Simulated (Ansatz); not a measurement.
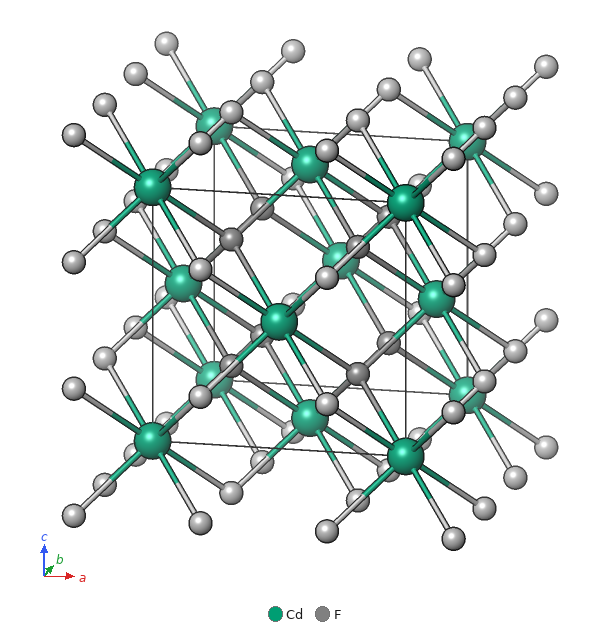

Crystal structure, ball-and-stick style, seen slightly off an axis. The drawn cell (a repeat of the simulation cell) is outlined; an atom on or near a face, edge or corner is repeated at each equivalent position. Neighbours across the faces are drawn wherever a bond reaches them, in fainter colours.

CdF2, a = 5.388 Å, b = 5.388 Å, c = 5.388 Å, α = 90.00°, β = 90.00°, γ = 90.65°. Strictly the space group is Immm (No. 71, within 0.01 Å). It is a distorted form of a face-centred cubic structure, space group Fm-3m (No. 225) within 0.25 Å: fluorite (CaF₂ type). Origin of the cell: a structure type filled with these elements by a generator (whether the compound takes this form wasn't checked). The cell was then strained or its atoms displaced on purpose. A calculation with Ansatz used it as input.

This one geometry was computed with Ansatz (DFT, plane waves, PAW) at three levels of theory: PBE, r2SCAN and HSE06. It was relaxed with r2SCAN and then strained.

Which level gives the highest pressure at this volume, and what does that say about its equilibrium volume?

Answer. Highest: PBE (5.4 GPa), which points to the largest equilibrium volume. Lowest, with the smallest volume: r2SCAN (0.0 GPa). Levels within 0.5 GPa of each other can't be told apart.

How does the band gap change with the level of theory?

Answer. PBE: a gap of 3.10 eV, indirect; r2SCAN: a gap of 3.79 eV, indirect; HSE06: a gap of 5.21 eV, indirect.

Collect the results in a table.

Answer.
| level | cutoff (eV) | k-mesh of the run's cell | gap (eV) | pressure (GPa) |
| --- | --- | --- | --- | --- |
| PBE | 420 | 8×8×8 | 3.10 | 5.4 |
| r2SCAN | 500 | 8×8×8 | 3.79 | 0.0 |
| HSE06 | 420 | 6×6×6 | 5.21 | 1.8 |

Gaps are taken on the k-mesh or band path of each run.
